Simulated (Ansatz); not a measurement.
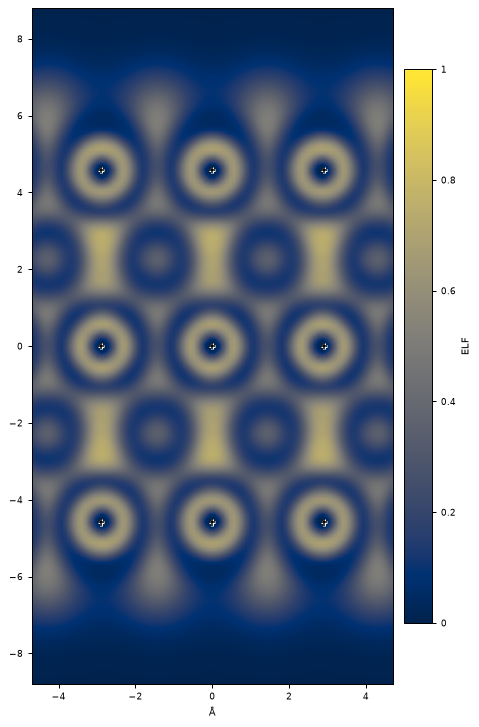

The electron localisation function on a plane through atoms (crosses mark nuclei in the plane).

Computed with DFT PBEsol, scalar-relativistic, plane waves, PAW in Ansatz.

Candidates:
A. AlN, a = 4.38 Å, b = 4.38 Å, c = 4.38 Å, α = 90.00°, β = 90.00°, γ = 90.00°. Space group F-43m; a structure from a database of computed crystals, not necessarily the ambient phase.
B. Ti (slab), a = 2.90 Å, b = 2.90 Å, c = 24.18 Å, α = 90.00°, β = 90.00°, γ = 120.00°. Changed on purpose from its base cell (repeats removed: 1); not relaxed (largest force 0.7 eV/Å); computed without spin polarisation.

**Which system is this?**

Candidate B: Ti on the (100) plane of the calculation cell, a cut from vacuum to vacuum, which holds Ti. Ti–Ti (2.90 Å): the ELF is about 0.25 at the midpoint (no shared electron pair shows on this line).
